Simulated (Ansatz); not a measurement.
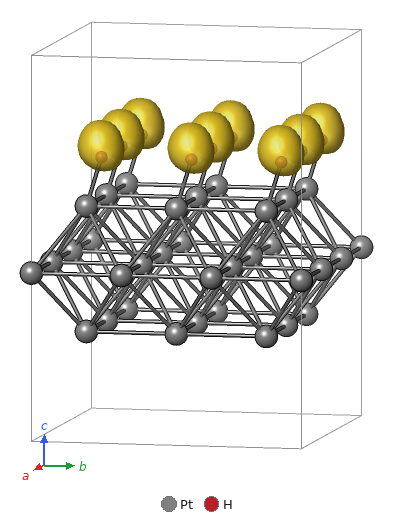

*HPt$_{3}$ (slab). Isosurface of the ELF at 0.8 (yellow), seen slightly off an axis. Core shells and regions of very low density are left out. Sticks mark near contacts.*

A point of a scan over the structure, not its minimum; not relaxed (largest force 0.7 eV/Å); computed without spin polarisation; PAW files of the earlier set (soft_1).

Theory: Ansatz, DFT PBEsol, scalar-relativistic, plane waves, PAW.

Core electrons are frozen (PAW), and the valence fields are smoothed inside the atomic spheres.

**What do the ELF domains correspond to?**

At this value the surface marks out one region around a hydrogen nucleus, counted in one cell of 4 atoms. Counts are for one cell; the picture repeats the cell along the surface.

Values along the shortest contacts:
Pt–H (1.56 Å): the ELF climbs to about 1 towards the hydrogen. Pt–Pt (2.73 Å): the ELF is about 0.30 at the midpoint; no localised pair shows between them.
